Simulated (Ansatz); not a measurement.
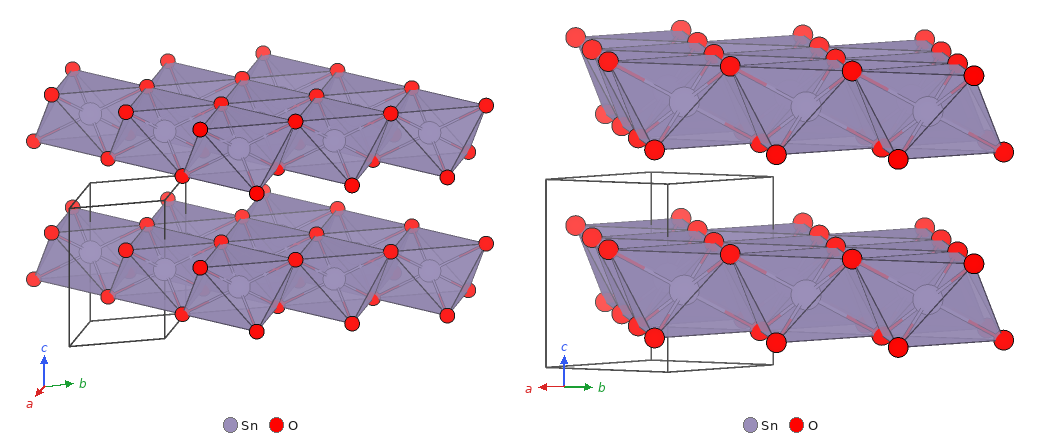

Polyhedra are drawn about Sn (bonds: O–Sn below 2.4 Å); other atoms are plain spheres. Two views of the same piece.

SnO₂ (space group P-3m1, No. 164). Coordinates: coordinates from a relaxation with DFT PBE+D3(BJ), scalar-relativistic, plane waves, PAW (Ansatz 0.2.0); the starting structure was generated, so it need not be a known form of this composition.

Sharing among the drawn polyhedra:

```csv
site,polyhedron,corner-sharing neighbours,edge-sharing,face-sharing,bond (Å)
Sn,SnO6 octahedron,0,6,0,2.11
```

They form layers of edge-sharing octahedra parallel to (001).
